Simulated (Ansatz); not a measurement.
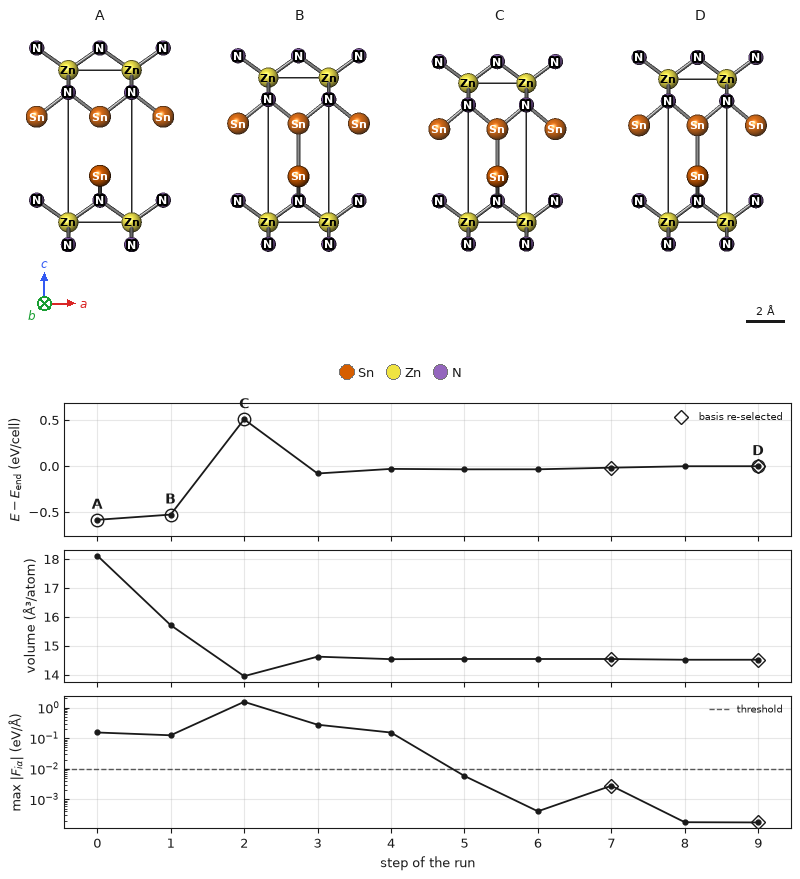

Frames of a relaxation of crystalline ZnSn2N2 (set up in P-4m2), marked on the history of the run. Style: ball-and-stick. Shown: the cell of the calculation, along the b axis.

The run lets cell and atoms move.

All numbers below come from Ansatz 0.2.0, Kohn-Sham DFT of a periodic cell, PBEsol, Ansatz PAW.

Input
```yaml
crystal:
  lattice:
    - [3.352326, 0.0, 0.0]
    - [0.0, 3.352326, 0.0]
    - [0.0, 0.0, 8.064209]
  atoms:
    - { symbol: Sn, position: [0.5, 0.5, 0.305827] }
    - { symbol: Sn, position: [0.5, 0.5, 0.694173] }
    - { symbol: Zn, position: [0.0, 0.0, 0.0] }
    - { symbol: "N", position: [0.0, 0.5, 0.85419] }
    - { symbol: "N", position: [0.5, 0.0, 0.14581] }
hamiltonian:
  xc: pbesol
  pseudopotentials: { kind: paw }
kpoints:
  mp_grid: { grid: [8, 8, 4] }
scf:
  occupations: { method: fermi_dirac, width: 0.05 }
output:
  forces: true
  stress: true
  eigenvalues: true
relax:
  f_tol: 0.01
  max_steps: 40
  cell: { stress_tol: 0.05, p_target: 20.0 }
```

Run as
```bash
ansatz run input.yaml --threads 2 --pin off --max-ram 5632MiB --backend cpu --events-out ev --progress --plain --runs-dir out
```

### Describe the path.

The largest moves relative to the cell, 0.13 Å, are those of Sn atoms. By element the largest moves are Sn 0.13 Å, N 0.04 Å. Zn stays in place. The volume changes by −19.9 %, with a = b 3.352 → 3.093 Å (−7.7 %), c 8.064 → 7.586 Å (−5.9 %). Some distances before and after: Sn–Sn 3.132 → 2.693 Å, N–Zn 2.047 → 1.928 Å, N–Sn 2.115 → 2.018 Å. Bond angles that change, for instance: N–Sn–N 104.8° → 100.1°, Sn–N–Sn 104.8° → 100.1°, Zn–N–Zn 109.9° → 106.7°. The space group stays P-4m2 (No. 115). After 7 accepted moves (9 points after the start) the energy has risen by 0.582 eV per cell of the calculation. With the target pressure of 20 GPa, the enthalpy E + pV changes by −1.669 eV per cell of the calculation. The largest force component goes from 0.15 to 0.00017 eV/Å. The pressure goes from −4.40 to 19.99 GPa. At 2 points the geometry stayed and the basis and grid were re-selected for the new cell (energy shift of 17.7 meV per cell of the calculation at most each time). From step 0 to 1: Sn atoms move most (0.09 Å), volume −13.3 %, energy +56.7 meV per cell of the calculation. From step 1 to 2: Sn atoms move most (0.09 Å), volume −11.2 %, energy +1.034 eV per cell of the calculation. From step 2 to 9: Sn atoms move most (0.06 Å), volume +4.1 %, energy −0.509 eV per cell of the calculation.

```tsv
step	E − E(0), meV/atom	largest force component, eV/Å	pressure, GPa	volume, Å³/atom	note
0	0.00	0.1540	-4.40	18.125	
1	11.34	0.1248	8.57	15.716	
2	218.18	1.5535	28.15	13.951	
3	100.58	0.2770	19.35	14.626	
4	110.57	0.1534	19.79	14.539	
5	109.60	0.0058	19.99	14.545	
6	109.66	0.0004	20.00	14.545	
7	113.20	0.0028	19.69	14.545	same geometry, new basis
8	116.31	0.0002	19.99	14.519	
9	116.37	0.0002	19.99	14.519	same geometry, new basis
```
